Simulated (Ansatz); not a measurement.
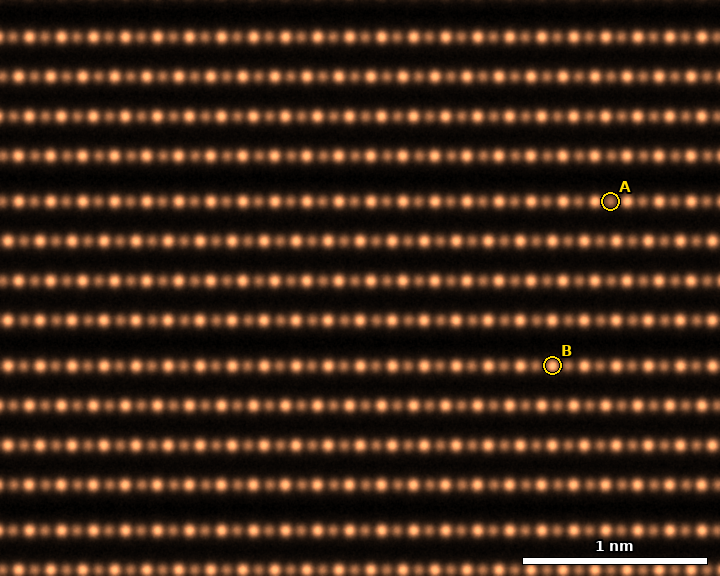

HAADF-like image of Mo (R-3m, No. 166) along [310]. The image is simulated as a sum over atoms of Z^1.8, blurred by a 0.50 Å probe (no channelling). The probe carries 25 % of its weight in a tail 2.5 times as wide. The display is stretched by a gamma of 0.8; percentages refer to the linear signal. Shot noise was added. Structure used: coordinates from a relaxation with DFT r2SCAN, scalar-relativistic, plane waves, PAW in Ansatz; the starting structure was generated, so it need not be a known form of this composition.

**Assign the marked columns.**

A: Mo (1 Mo per 14.19 Å along the beam; about 50 % of the brightest peak). B: Mo (2 Mo per 14.19 Å along the beam; the brightest kind). Brightness is counted from the darkest point of the image.
